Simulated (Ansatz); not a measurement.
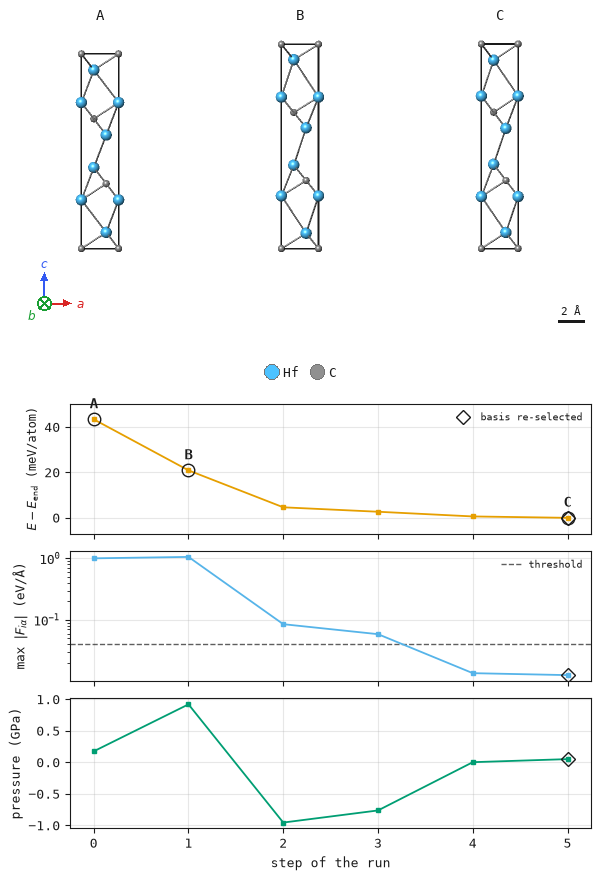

Frames of a relaxation of crystalline Hf2C (built on the cadmium chloride_166 type) (coarse preliminary run), marked on the history of the run. A ball-and-stick model of the conventional cell (3 times the calculation's cell), seen along the b axis. Lengths and directions refer to the drawn axes.

Case: anti-cadmium chloride type (R-3m, No. 166).

Computed with DFT PBE, scalar-relativistic, plane waves, PAW in Ansatz 0.2.0.

Input
```yaml
crystal:
  lattice:
    - [1.6651927116, 0.9613994603, 5.0293079667]
    - [-1.6651927116, 0.9613994603, 5.0293079667]
    - [0.0, -1.9227989206, 5.0293079667]
  atoms:
    - { symbol: Hf, position: [0.75, 0.75, 0.75] }
    - { symbol: Hf, position: [0.25, 0.25, 0.25] }
    - { symbol: C, position: [0.0, 0.0, 0.0] }
basis:
  ecutwfc: 420
kpoints:
  mp_grid: { grid: [6, 6, 6] }
hamiltonian:
  xc: pbe
scf:
  occupations: { method: gaussian, width: 0.1 }
  lower_state_search: "off"
output:
  forces: true
  stress: true
  eigenvalues: true
relax:
  adjacent_minimum: "off"
  f_tol: 0.04
  max_steps: 70
  cell: { stress_tol: 0.4 }
```

Launched with:
```bash
ansatz run input.yaml --threads 1 --pin off --max-ram 2560MiB --backend cpu --events-out ev --progress --plain --runs-dir out
```

What happens along the run?

After 4 accepted moves (5 points after the start) the energy has fallen by 43.4 meV per atom. The largest force component goes from 1 to 0.013 eV/Å. The pressure goes from 0.18 to 0.05 GPa. The SCF was repeated once at an unchanged geometry on a basis and grid sized afresh for the cell, which shifted the energy by 0.6 meV per atom at most. The largest moves relative to the cell, 0.068 Å, are those of Hf1 and Hf2. Hf1 goes along −c. C stays in place. The volume changes by +2.3 %, with a = b 3.330 → 3.287 Å (−1.3 %), c 15.088 → 15.850 Å (+5.1 %). Among the contacts that change: Hf1–Hf2 3.166 → 3.364 Å, Hf1–Hf1 3.330 → 3.287 Å, Hf1–C3 2.297 → 2.274 Å, Hf1–Hf2 (another image) 3.166 → 3.143 Å. The space group stays R-3m (No. 166). From step 0 to 1: Hf atoms move most (0.13 Å), volume +4.4 %, energy −22.5 meV per atom. From step 1 to 5: Hf atoms move most (0.06 Å), volume −2.0 %, energy −20.9 meV per atom.
